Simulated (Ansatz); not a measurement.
## Electronic structure of Ta$_{2}$N in real space

```yaml
crystal:
  lattice:
    - [-1.35252, -2.55811, 0.00000]
    - [3.07826, -0.21548, 0.00000]
    - [0.00000, 0.00000, 4.65510]
  atoms:
    - { symbol: Ta, position: [0.66667, 0.33333, 0.74637] }
    - { symbol: Ta, position: [0.33333, 0.66667, 0.25363] }
    - { symbol: N, position: [0.00000, 0.00000, 0.00000] }
```

Space group P-1; a point of a scan over the structure, not its minimum; a structure from a database of computed crystals, not necessarily the ambient phase; changed on purpose from its base cell (engineering shear strain xy -0.1400, normal strain along z -0.0350); not relaxed (largest force 0.5 eV/Å); computed pressure about 17 GPa in this cell; computed without spin polarisation; PAW files of the earlier set (soft_1).

These are results of DFT PBEsol, scalar-relativistic, plane waves, PAW (Ansatz), not measurements.

In a PAW calculation such maps are meaningful between the atoms, not at the nuclei.

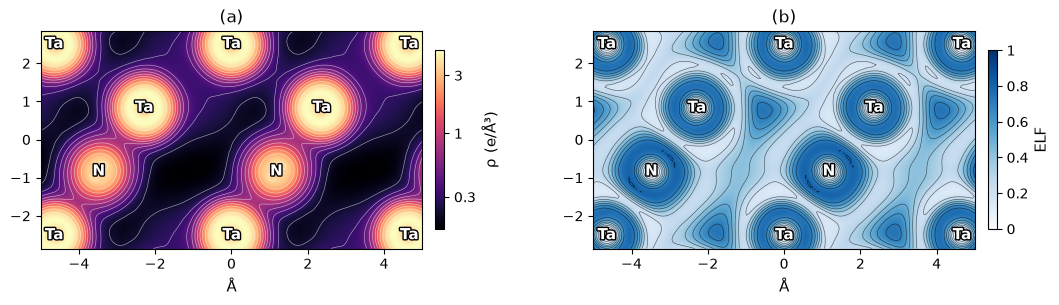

Figure 1. (a) valence electron density; (b) ELF on the (110) plane of the conventional cell.

What do the fields say about this system?

Answer. The plane passes through Ta and N nuclei. Ta–N (2.05 Å): ρ at the midpoint is about 0.81 e/Å³; the ELF peaks at about 0.80 in the valence shell of N, 0.6 Å from its nucleus, and drops to about 0.25 between the two atoms (no localised pair shows between them). Ta–Ta (2.84 Å): the density is about 0.33 e/Å³ at the midpoint; the ELF is about 0.30 at the midpoint. Ta–Ta (2.89 Å): ρ at the midpoint is about 0.3 e/Å³; the ELF is about 0.25 at the midpoint; no localised pair shows between them. Between the atoms the lowest density in this plane is 0.16 e/Å³. The ELF has a maximum of about 0.75 in the space between the atoms, 1.8 Å from four Ta atoms, on no atom or two-centre bond. The features right at Ta lie inside the PAW spheres, where the map follows smoothed inner orbitals and isn't to be read closely.

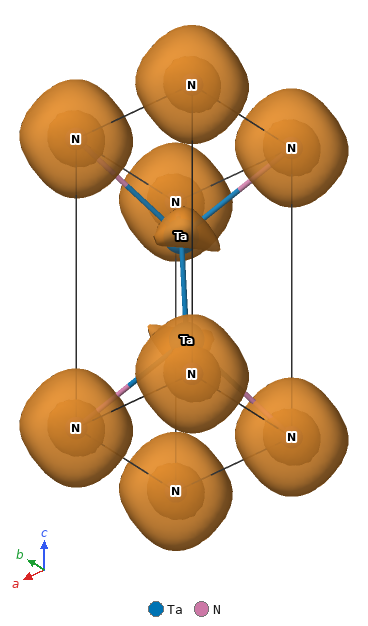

Figure 2. Isosurface of the electron localisation function at 0.65 (orange), seen at an oblique angle. Core shells and regions of very low density are left out. Sticks mark near contacts.

Where are the electrons localised?

Answer. The surface consists of one region wrapped around N (its valence shell) and two pockets between the atoms, centred on no nucleus (multi-centre or interstitial), counted in one cell of 3 atoms. Any copies at cell faces, edges or corners count once.

Does the calculation give a band gap?

Answer. It is gapless in this calculation (a metal or semimetal); semilocal functionals without U, or without the true magnetic order, often close the gap of such compounds.
